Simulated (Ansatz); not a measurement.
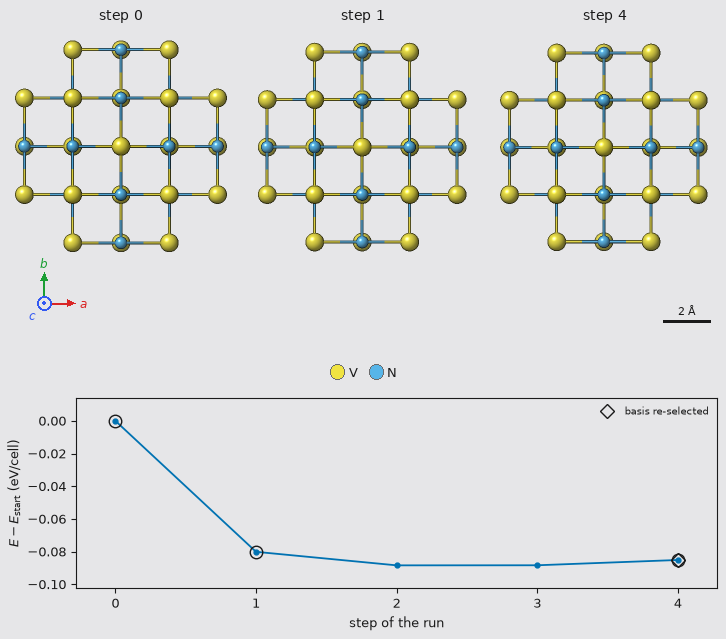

Frames of a relaxation of solid VN (a generated structure, set up in Fm-3m) (coarse preliminary run), marked on the history of the run. Style: ball-and-stick. Shown: the conventional cell (4 times the calculation's cell), along the c axis. Lengths and directions refer to the drawn axes.

Case: Ta → V on all its sites, cell and atoms relaxed.

Method: Ansatz, DFT PBEsol, scalar-relativistic, plane waves, PAW. Set-up: plane-wave cutoff 420 eV; k-point mesh 8 × 8 × 8; occupations gaussian; smearing width 0.1 eV; collinear spin; cell and atoms relaxed; force threshold 0.05 eV/Å; at most 60 steps.

What happens along the run?

Answer. No atom moves by more than 0.005 Å relative to the cell. The drawn cell changes as follows: a = b = c 4.170 → 4.074 Å (−2.3 %); the volume changes by −6.7 %. Some distances before and after: V–V 2.949 → 2.881 Å, N–V 2.085 → 2.037 Å. The space group stays Fm-3m (No. 225). After 3 accepted moves (4 points after the start) the energy has fallen by 85.1 meV per cell of the calculation. All forces vanish by symmetry, so only the cell relaxes. The pressure goes from −20.77 to −0.29 GPa. At 1 point the geometry stayed and the basis and grid were re-selected for the new cell (energy shift of 3.2 meV per cell of the calculation at most each time). The program noted that the starting moments weren't kept. From step 0 to 1: volume −4.9 %, energy −80.1 meV per cell of the calculation. From step 1 to 4: volume −2.0 %, energy −5.0 meV per cell of the calculation.

| step | E − E(0), meV/atom | pressure, GPa | volume, Å³/atom | note |
| --- | --- | --- | --- | --- |
| 0 | 0.00 | -20.77 | 9.064 |  |
| 1 | -40.05 | -6.53 | 8.623 |  |
| 2 | -44.19 | 0.83 | 8.434 |  |
| 3 | -44.17 | 0.00 | 8.454 |  |
| 4 | -42.55 | -0.29 | 8.454 | same geometry, new basis |
